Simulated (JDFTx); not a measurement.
Lu: geometry relaxation (part 2 of 2)

The same run, continued: Lu (P6₃/mmc, 2 atoms in the cell); Kohn-Sham DFT of a periodic cell, PBE with D3, PseudoDojo-SR-PBE-0.5-standard, no spin polarisation (JDFTx 1.7.0 (patched build)); cutoff 1360.57 eV, 6×6×3 k-mesh, fermi-dirac of 0.05 eV. The structure derives from an entry of the Crystallography Open Database.

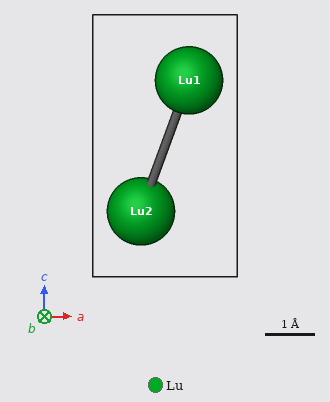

Figure 1. The geometry at step 3 of the log (ball-and-stick view of the cell of the calculation, along the b axis; atoms are numbered from 1 in the order of the input).

Log, continued
```
-------- Electronic minimization -----------
Will mix electronic density at each iteration.
	FillingsUpdate:  mu: +0.540976724  nElectrons: 50.000000
	FillingsUpdate:  mu: +0.579941015  nElectrons: 50.000000
SCF: Cycle:  0   F: -468.061629633753284   dF: -1.304e-02   |Residual|: 9.655e-03   |deigs|: 3.156e-03
	FillingsUpdate:  mu: +0.579895948  nElectrons: 50.000000
SCF: Cycle:  1   F: -468.061683017017344   dF: -5.338e-05   |Residual|: 4.016e-03   |deigs|: 1.203e-03
	FillingsUpdate:  mu: +0.579953960  nElectrons: 50.000000
SCF: Cycle:  2   F: -468.061689346829951   dF: -6.330e-06   |Residual|: 1.421e-03   |deigs|: 3.698e-04
	FillingsUpdate:  mu: +0.579987123  nElectrons: 50.000000
SCF: Cycle:  3   F: -468.061690987957547   dF: -1.641e-06   |Residual|: 7.181e-04   |deigs|: 2.885e-04
	FillingsUpdate:  mu: +0.580033558  nElectrons: 50.000000
SCF: Cycle:  4   F: -468.061691296683932   dF: -3.087e-07   |Residual|: 3.224e-04   |deigs|: 2.156e-04
	FillingsUpdate:  mu: +0.580024781  nElectrons: 50.000000
SCF: Cycle:  5   F: -468.061691496606329   dF: -1.999e-07   |Residual|: 5.055e-05   |deigs|: 7.391e-05
	FillingsUpdate:  mu: +0.580023363  nElectrons: 50.000000
SCF: Cycle:  6   F: -468.061691546721875   dF: -5.012e-08   |Residual|: 5.426e-05   |deigs|: 1.661e-05
	FillingsUpdate:  mu: +0.580023878  nElectrons: 50.000000
SCF: Cycle:  7   F: -468.061691572063353   dF: -2.534e-08   |Residual|: 1.745e-05   |deigs|: 9.732e-06
	FillingsUpdate:  mu: +0.580023708  nElectrons: 50.000000
SCF: Cycle:  8   F: -468.061691583368884   dF: -1.131e-08   |Residual|: 1.556e-05   |deigs|: 2.431e-07
	FillingsUpdate:  mu: +0.580023678  nElectrons: 50.000000
SCF: Cycle:  9   F: -468.061691591028080   dF: -7.659e-09   |Residual|: 7.960e-06   |deigs|: 9.235e-07
	FillingsUpdate:  mu: +0.580023524  nElectrons: 50.000000
SCF: Cycle: 10   F: -468.061691594837896   dF: -3.810e-09   |Residual|: 3.371e-06   |deigs|: 7.122e-07
	FillingsUpdate:  mu: +0.580023546  nElectrons: 50.000000
SCF: Cycle: 11   F: -468.061691596950766   dF: -2.113e-09   |Residual|: 1.889e-06   |deigs|: 6.603e-08
	FillingsUpdate:  mu: +0.580023530  nElectrons: 50.000000
SCF: Cycle: 12   F: -468.061691598128107   dF: -1.177e-09   |Residual|: 1.242e-06   |deigs|: 3.037e-07
	FillingsUpdate:  mu: +0.580023488  nElectrons: 50.000000
SCF: Cycle: 13   F: -468.061691598836603   dF: -7.085e-10   |Residual|: 6.440e-07   |deigs|: 1.853e-07
	FillingsUpdate:  mu: +0.580023505  nElectrons: 50.000000
SCF: Cycle: 14   F: -468.061691599245478   dF: -4.089e-10   |Residual|: 9.122e-07   |deigs|: 8.387e-08
SCF: Converged (|Delta E|<1.000000e-09 for 2 iters).

Setting wave functions to eigenvectors of Hamiltonian

Computing DFT-D3 correction:
# coordination-number Lu 11.484 11.484
# diagonal-C6 Lu 411.57 411.57
EvdW_6 =   -0.009100
EvdW_8 =   -0.016390
# Lattice vectors:
R =
[      6.45789     -3.22894            0  ]
[            0       5.5927            0  ]
[            0            0      10.1722  ]
unit cell volume = 367.391

# Strain tensor in Cartesian coordinates:
[   -0.0244732            0            0  ]
[            0   -0.0244732            0  ]
[            0            0   -0.0302614  ]

# Stress tensor in Cartesian coordinates [Eh/a0^3]:
[ -1.12371e-05            0            0  ]
[            0 -1.12371e-05            0  ]
[            0            0 -5.57054e-06  ]

# Ionic positions in lattice coordinates:
ion Lu   0.666666666666667   0.333333333333333   0.750000000000000 1
ion Lu   0.333333333333333   0.666666666666667   0.250000000000000 1

# Forces in Cartesian coordinates:
force Lu   0.000000000000000   0.000000000000000   0.000000000000000 1
force Lu   0.000000000000000   0.000000000000000   0.000000000000000 1

# Energy components:
   Eewald =     -317.4825387513424175
       EH =      164.6266452246608480
     Eloc =     -465.2145525714587393
      Enl =     -108.0838807732293958
     EvdW =       -0.0254901151393311
      Exc =      -74.2518948156028102
 Exc_core =       24.9382277520140541
       KE =      307.4324855225074202
-------------------------------------
     Etot =     -468.0609985275902432
       TS =        0.0006930716552093
-------------------------------------
        F =     -468.0616915992454778

LatticeMinimize: Iter:   2  F: -468.061691599245478  |grad|_K:  8.410e-04  alpha:  1.000e+00  linmin:  9.269e-01

#--- Lowdin population analysis ---
# oxidation-state Lu +0.043 +0.043

Computing DFT-D3 correction:
# coordination-number Lu 11.441 11.441
# diagonal-C6 Lu 411.57 411.57
EvdW_6 =   -0.009041
EvdW_8 =   -0.016266

-------- Electronic minimization -----------
Will mix electronic density at each iteration.
	FillingsUpdate:  mu: +0.580023505  nElectrons: 50.000000
	FillingsUpdate:  mu: +0.576413730  nElectrons: 50.000000
SCF: Cycle:  0   F: -468.061701909936005   dF: -1.310e-04   |Residual|: 7.377e-04   |deigs|: 3.379e-05
	FillingsUpdate:  mu: +0.576417648  nElectrons: 50.000000
SCF: Cycle:  1   F: -468.061702173110291   dF: -2.632e-07   |Residual|: 3.458e-04   |deigs|: 9.072e-05
	FillingsUpdate:  mu: +0.576416762  nElectrons: 50.000000
[... 5 further cycles ...]
SCF: Cycle:  7   F: -468.061702285590911   dF: -5.169e-10   |Residual|: 1.118e-05   |deigs|: 1.722e-06
	FillingsUpdate:  mu: +0.576410244  nElectrons: 50.000000
SCF: Cycle:  8   F: -468.061702285820502   dF: -2.296e-10   |Residual|: 2.894e-06   |deigs|: 1.294e-06
SCF: Converged (|Delta E|<1.000000e-09 for 2 iters).

Setting wave functions to eigenvectors of Hamiltonian

Computing DFT-D3 correction:
# coordination-number Lu 11.441 11.441
# diagonal-C6 Lu 411.57 411.57
EvdW_6 =   -0.009041
EvdW_8 =   -0.016266
# Lattice vectors:
R =
[       6.4729     -3.23645            0  ]
[            0       5.6057            0  ]
[            0            0      10.1836  ]
unit cell volume = 369.513

# Strain tensor in Cartesian coordinates:
[    -0.022205            0            0  ]
[            0    -0.022205            0  ]
[            0            0   -0.0291811  ]

# Stress tensor in Cartesian coordinates [Eh/a0^3]:
[ -2.56775e-07            0            0  ]
[            0 -2.56775e-07            0  ]
[            0            0  7.88898e-07  ]

# Ionic positions in lattice coordinates:
ion Lu   0.666666666666667   0.333333333333333   0.750000000000000 1
ion Lu   0.333333333333333   0.666666666666667   0.250000000000000 1

# Forces in Cartesian coordinates:
force Lu   0.000000000000000   0.000000000000000   0.000000000000000 1
force Lu   0.000000000000000  -0.000000000000000   0.000000000000000 1

# Energy components:
   Eewald =     -316.8698942266250356
       EH =      165.0344629803629175
     Eloc =     -466.2321396216559606
      Enl =     -108.0935315342368597
     EvdW =       -0.0253072372469845
      Exc =      -74.2486518972854839
 Exc_core =       24.9382275784125405
       KE =      307.4358423123305215
-------------------------------------
     Etot =     -468.0609916459443980
       TS =        0.0007106398760921
-------------------------------------
        F =     -468.0617022858205019

LatticeMinimize: Iter:   3  F: -468.061702285820502  |grad|_K:  4.362e-05  alpha:  1.000e+00  linmin: -1.046e-01

#--- Lowdin population analysis ---
# oxidation-state Lu +0.044 +0.044

Computing DFT-D3 correction:
# coordination-number Lu 11.441 11.441
# diagonal-C6 Lu 411.57 411.57
EvdW_6 =   -0.009042
EvdW_8 =   -0.016267

-------- Electronic minimization -----------
Will mix electronic density at each iteration.
	FillingsUpdate:  mu: +0.576410244  nElectrons: 50.000000
	FillingsUpdate:  mu: +0.576440145  nElectrons: 50.000000
SCF: Cycle:  0   F: -468.061702321454391   dF: -1.801e-07   |Residual|: 1.581e-05   |deigs|: 4.388e-08
	FillingsUpdate:  mu: +0.576440367  nElectrons: 50.000000
SCF: Cycle:  1   F: -468.061702323785369   dF: -2.331e-09   |Residual|: 1.106e-05   |deigs|: 3.653e-07
	FillingsUpdate:  mu: +0.576440635  nElectrons: 50.000000
SCF: Cycle:  2   F: -468.061702324342662   dF: -5.573e-10   |Residual|: 2.098e-06   |deigs|: 1.084e-06
	FillingsUpdate:  mu: +0.576440674  nElectrons: 50.000000
SCF: Cycle:  3   F: -468.061702324464704   dF: -1.220e-10   |Residual|: 1.171e-06   |deigs|: 3.915e-07
SCF: Converged (|Delta E|<1.000000e-09 for 2 iters).

Setting wave functions to eigenvectors of Hamiltonian

Computing DFT-D3 correction:
# coordination-number Lu 11.441 11.441
# diagonal-C6 Lu 411.57 411.57
EvdW_6 =   -0.009042
EvdW_8 =   -0.016267
# Lattice vectors:
R =
[      6.47325     -3.23663            0  ]
[            0        5.606            0  ]
[            0            0      10.1819  ]
unit cell volume = 369.492

# Strain tensor in Cartesian coordinates:
[   -0.0221522            0            0  ]
[            0   -0.0221522            0  ]
[            0            0   -0.0293395  ]

# Stress tensor in Cartesian coordinates [Eh/a0^3]:
[  2.94822e-08            0            0  ]
[            0  2.94822e-08            0  ]
[            0            0  3.54382e-07  ]

# Ionic positions in lattice coordinates:
ion Lu   0.666666666666667   0.333333333333333   0.750000000000000 1
ion Lu   0.333333333333333   0.666666666666667   0.250000000000000 1

# Forces in Cartesian coordinates:
force Lu   0.000000000000000   0.000000000000000  -0.000000000000000 1
force Lu  -0.000000000000000   0.000000000000000  -0.000000000000000 1

# Energy components:
   Eewald =     -316.8750139235651773
       EH =      165.0312069676798217
     Eloc =     -466.2237623811586218
      Enl =     -108.0933869021129681
     EvdW =       -0.0253093465639263
      Exc =      -74.2486807489444516
 Exc_core =       24.9382275736845109
       KE =      307.4357278257984945
-------------------------------------
     Etot =     -468.0609909351825308
       TS =        0.0007113892821789
-------------------------------------
        F =     -468.0617023244647044

LatticeMinimize: Iter:   4  F: -468.061702324464704  |grad|_K:  1.792e-05  alpha:  1.000e+00  linmin: -8.499e-01

#--- Lowdin population analysis ---
# oxidation-state Lu +0.044 +0.044

Computing DFT-D3 correction:
# coordination-number Lu 11.442 11.442
# diagonal-C6 Lu 411.57 411.57
EvdW_6 =   -0.009043
EvdW_8 =   -0.016270

-------- Electronic minimization -----------
Will mix electronic density at each iteration.
	FillingsUpdate:  mu: +0.576440674  nElectrons: 50.000000
	FillingsUpdate:  mu: +0.576508823  nElectrons: 50.000000
SCF: Cycle:  0   F: -468.061702323905195   dF: -8.150e-08   |Residual|: 1.250e-05   |deigs|: 2.121e-08
	FillingsUpdate:  mu: +0.576508924  nElectrons: 50.000000
SCF: Cycle:  1   F: -468.061702327541127   dF: -3.636e-09   |Residual|: 1.037e-05   |deigs|: 8.234e-07
	FillingsUpdate:  mu: +0.576509014  nElectrons: 50.000000
SCF: Cycle:  2   F: -468.061702327817613   dF: -2.765e-10   |Residual|: 7.665e-06   |deigs|: 2.830e-06
	FillingsUpdate:  mu: +0.576509055  nElectrons: 50.000000
SCF: Cycle:  3   F: -468.061702327913281   dF: -9.567e-11   |Residual|: 2.947e-06   |deigs|: 1.195e-06
SCF: Converged (|Delta E|<1.000000e-09 for 2 iters).

Setting wave functions to eigenvectors of Hamiltonian

Computing DFT-D3 correction:
# coordination-number Lu 11.442 11.442
# diagonal-C6 Lu 411.57 411.57
EvdW_6 =   -0.009043
EvdW_8 =   -0.016270
# Lattice vectors:
R =
[      6.47321     -3.23661            0  ]
[            0      5.60597            0  ]
[            0            0      10.1809  ]
unit cell volume = 369.451

# Strain tensor in Cartesian coordinates:
[   -0.0221587            0            0  ]
[            0   -0.0221587            0  ]
[            0            0   -0.0294357  ]

# Stress tensor in Cartesian coordinates [Eh/a0^3]:
[  5.09199e-08            0            0  ]
[            0  5.09199e-08            0  ]
[            0            0   5.0938e-08  ]

# Ionic positions in lattice coordinates:
ion Lu   0.666666666666667   0.333333333333333   0.750000000000000 1
ion Lu   0.333333333333333   0.666666666666667   0.250000000000000 1

# Forces in Cartesian coordinates:
force Lu  -0.000000000000000   0.000000000000000  -0.000000000000000 1
force Lu   0.000000000000000   0.000000000000000  -0.000000000000000 1

# Energy components:
   Eewald =     -316.8865991494070613
       EH =      165.0236205923849866
     Eloc =     -466.2046665332536008
      Enl =     -108.0932117171032303
     EvdW =       -0.0253130903419856
      Exc =      -74.2487503055610887
 Exc_core =       24.9382275746465929
       KE =      307.4357017986177425
-------------------------------------
     Etot =     -468.0609908300176585
       TS =        0.0007114978956023
-------------------------------------
        F =     -468.0617023279132809

LatticeMinimize: Iter:   5  F: -468.061702327913281  |grad|_K:  4.430e-06  alpha:  1.000e+00  linmin: -6.527e-01
LatticeMinimize: Converged (|Delta F|<1.000000e-06 for 2 iters).

#--- Lowdin population analysis ---
# oxidation-state Lu +0.044 +0.044

Dumping 'run.eigStats' ...
	eMin: -1.483905 at state 0 ( [ +0.000000 +0.000000 +0.000000 ] spin 0 )
	HOMO: +0.575720 at state 9 ( [ +0.166667 +0.166667 +0.333333 ] spin 0 )
	mu  : +0.576509
	LUMO: +0.582061 at state 4 ( [ +0.000000 +0.333333 +0.000000 ] spin 0 )
	eMax: +0.840998 at state 6 ( [ +0.000000 +0.500000 +0.000000 ] spin 0 )
	HOMO-LUMO gap: +0.006341
	Optical gap  : +0.014830 at state 11 ( [ +0.166667 +0.333333 +0.333333 ] spin 0 )
Done!
```

Trajectory as extended XYZ (Å, eV, eV/Å), 6 frames, from step=0 to step=5
```
2
Lattice="3.5031 0.0000 0.0000 -1.7516 3.0338 0.0000 0.0000 0.0000 5.5509" Properties=species:S:1:pos:R:3:forces:R:3 step=0 energy=-12736.56374
Lu    1.7516    1.0113    4.1632    0.0000   0.0000   0.0000
Lu    0.0000    2.0225    1.3877    0.0000   0.0000   0.0000
2
Lattice="3.4855 0.0000 0.0000 -1.7428 3.0186 0.0000 0.0000 0.0000 5.5173" Properties=species:S:1:pos:R:3:forces:R:3 step=1 energy=-12736.58029
Lu    1.7428    1.0062    4.1379    0.0000   0.0000   0.0000
Lu    0.0000    2.0124    1.3793    0.0000   0.0000   0.0000
2
Lattice="3.4174 0.0000 0.0000 -1.7087 2.9595 0.0000 0.0000 0.0000 5.3829" Properties=species:S:1:pos:R:3:forces:R:3 step=2 energy=-12736.60748
Lu    1.7087    0.9865    4.0372    0.0000   0.0000   0.0000
Lu    0.0000    1.9730    1.3457    0.0000   0.0000   0.0000
2
Lattice="3.4253 0.0000 0.0000 -1.7127 2.9664 0.0000 0.0000 0.0000 5.3889" Properties=species:S:1:pos:R:3:forces:R:3 step=3 energy=-12736.60777
Lu    1.7127    0.9888    4.0417    0.0000   0.0000   0.0000
Lu    0.0000    1.9776    1.3472    0.0000   0.0000   0.0000
2
Lattice="3.4255 0.0000 0.0000 -1.7128 2.9666 0.0000 0.0000 0.0000 5.3880" Properties=species:S:1:pos:R:3:forces:R:3 step=4 energy=-12736.60777
Lu    1.7127    0.9889    4.0410    0.0000   0.0000   0.0000
Lu    0.0000    1.9777    1.3470    0.0000   0.0000   0.0000
2
Lattice="3.4255 0.0000 0.0000 -1.7127 2.9666 0.0000 0.0000 0.0000 5.3875" Properties=species:S:1:pos:R:3:forces:R:3 step=5 energy=-12736.60777
Lu    1.7127    0.9889    4.0406    0.0000   0.0000   0.0000
Lu    0.0000    1.9777    1.3469    0.0000   0.0000   0.0000
```

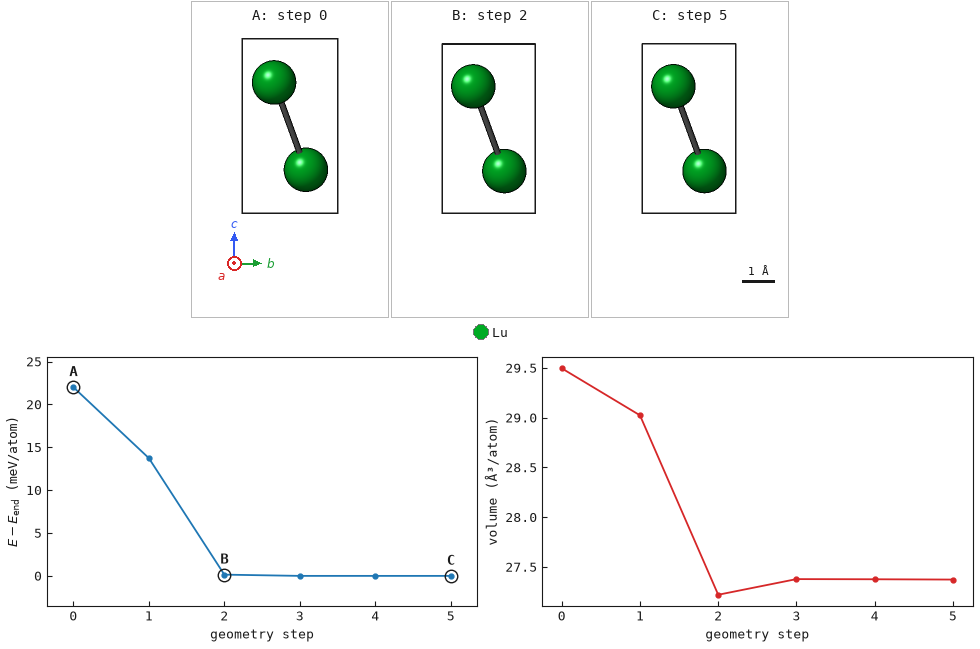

Figure 2. Frames of the relaxation (ball-and-stick view of the cell of the calculation, along the a axis) above the curves, on which the letters mark them (steps are counted from 0).

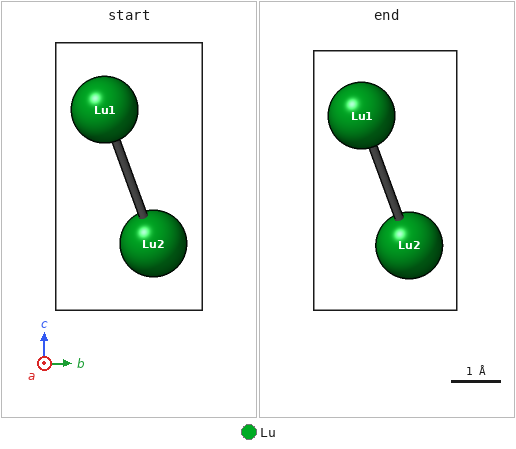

Figure 3. Before (left) and after (right) the relaxation, at one scale (ball-and-stick view of the cell of the calculation, along the a axis). After 5 geometry steps the energy has fallen by 22.0 meV per atom. All forces vanish by symmetry, so only the cell relaxes. The atoms keep their places relative to the cell (all moves are under 0.005 Å). The drawn cell changes as follows: a = b 3.503 → 3.425 Å (−2.2 %), c 5.551 → 5.388 Å (−2.9 %); the volume changes by −7.2 %. Distances before and after: Lu1–Lu2 3.434 → 3.342 Å, Lu1–Lu1 3.503 → 3.425 Å. The space group stays P6_3/mmc (No. 194). (Atoms are counted from 1 in the order of the input.)

This output came from the following input.

Input file
```
lattice Hexagonal 6.6198995872 10.4896807452
coords-type Lattice
ion Lu     0.6666666667     0.3333333333     0.7500000000 1
ion Lu     0.3333333333     0.6666666667     0.2500000000 1

ion-species pseudo/Lu.upf
elec-cutoff 50 400
elec-ex-corr gga-PBE
van-der-waals D3
kpoint-folding 6 6 3
elec-smearing Fermi 0.0018374661
elec-n-bands 33
electronic-SCF nIterations 100 energyDiffThreshold 1e-09
electronic-minimize nIterations 30 energyDiffThreshold 1e-7
forces-output-coords Cartesian
lattice-minimize nIterations 40 energyDiffThreshold 1e-6

dump-name run.$VAR
dump End Ecomponents EigStats BandEigs Kpoints Forces Stress
```

Command:
```bash
jdftx -c 1 -i Lu.in -o Lu.out
```

Summary

| quantity | value |
| --- | --- |
| outcome | converged |
| space group (tolerance 0.01 Å) | P6₃/mmc (194) |
| electrons treated | 50 |
| free energy | −12736.6078 eV |
| Fermi energy | 15.688 eV |
| gap on the k-point mesh | none (metallic) |
| pressure | 0.00 GPa |
| final volume | 54.75 Å³ |
| largest force (length of the vector) at the end | under 0.001 eV/Å |
| final cell | a = 3.425 Å, b = 3.425 Å, c = 5.388 Å, α = 90.00°, β = 90.00°, γ = 120.00° |
| hardware | 1 thread of Intel Xeon @ 2.90GHz (Ice Lake), 176 GiB of memory available, shared host |
| wall time | 10 min |
| peak memory | 0.26 GiB |

Points of doubt noted for this run: coarse mesh.
